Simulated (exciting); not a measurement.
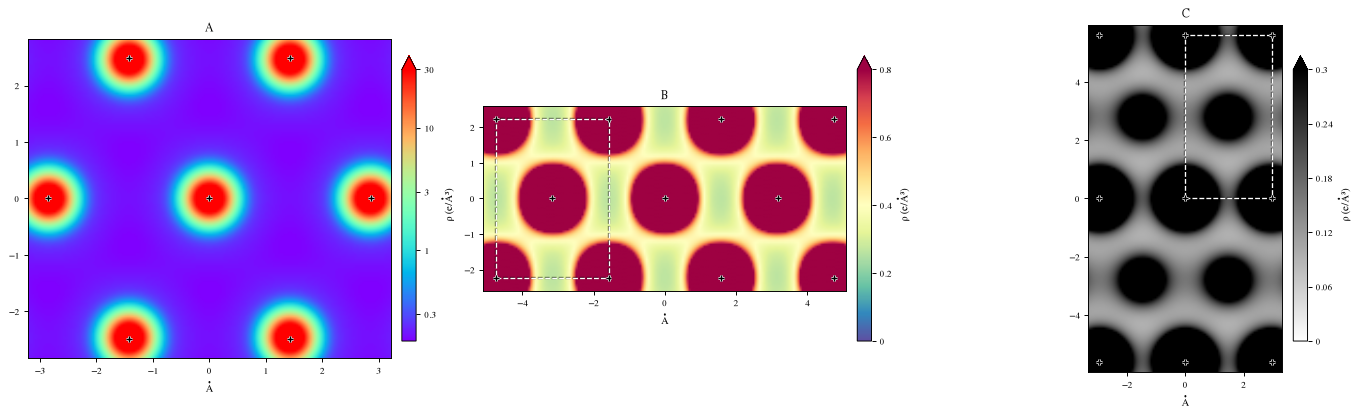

The total electron density of 3 systems, each on a plane through atoms (crosses mark nuclei in the plane).

Level of theory: exciting sodium, Kohn-Sham DFT of a periodic cell, PBE, all-electron LAPW+lo, shipped species files.

System 1: Al, the (111) plane of the conventional cell. Space group Fm-3m.

System 2: Cd, the (010) plane of the conventional cell. Space group P6₃/mmc.

```yaml
crystal:
  lattice:
    - [2.97887, 0.00000, 0.00000]
    - [-1.48944, 2.57978, 0.00000]
    - [0.00000, 0.00000, 5.61765]
  atoms:
    - { symbol: Cd, position: [0.66667, 0.33333, 0.75000] }
    - { symbol: Cd, position: [0.33333, 0.66667, 0.25000] }
```

System 3: W, the (11̄0) plane of the conventional cell. Space group Im-3m.

```yaml
crystal:
  lattice:
    - [3.16469, 0.00000, 0.00000]
    - [0.00000, 3.16469, 0.00000]
    - [0.00000, 0.00000, 3.16469]
  atoms:
    - { symbol: W, position: [0.00000, 0.00000, 0.00000] }
    - { symbol: W, position: [0.50000, 0.50000, 0.50000] }
```

Match each panel to its system.

Panel A is system 1, Al: the plane holds Al. Al–Al (2.86 Å): ρ is about 0.2 e/Å³ halfway. Panel B is system 3, W: the plane holds W. W–W (2.74 Å): ρ is about 0.42 e/Å³ halfway. Panel C is system 2, Cd: the plane holds Cd. Cd–Cd (2.98 Å): the density is about 0.2 e/Å³ at the midpoint.
